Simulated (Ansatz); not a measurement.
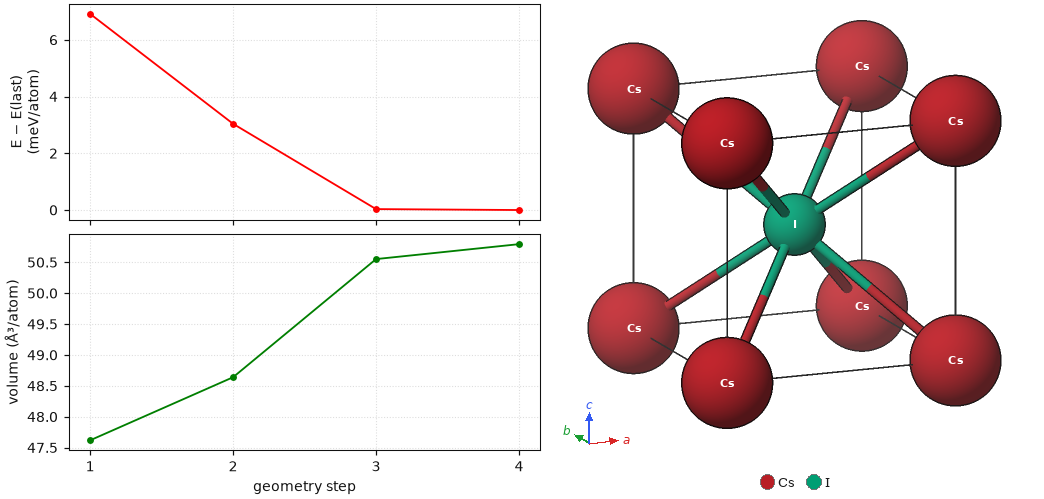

Beside the plot: the structure at the start.

History of a geometry optimisation. Atoms and cell relax. A closing SCF on a freshly chosen basis isn't drawn.

The run: CsI (Pm-3m, 2 atoms in the cell), by DFT, PBE, plane waves, PAW in Ansatz 0.2.0; cutoff 420 eV, 6×6×6 k-mesh, Fermi–Dirac smearing of 0.02 eV.

Q: How did it end, and what did it gain?

A: The optimisation met its thresholds at geometry 4, counting the start as the first. The energy fell by about 6.9 meV/atom from the first step to the last. All forces vanish by symmetry, so only the cell moves.

Q: What happens to the cell?

A: The volume grows from 47.6 to 50.8 Å³ per atom (+7 %). The start was compressed.
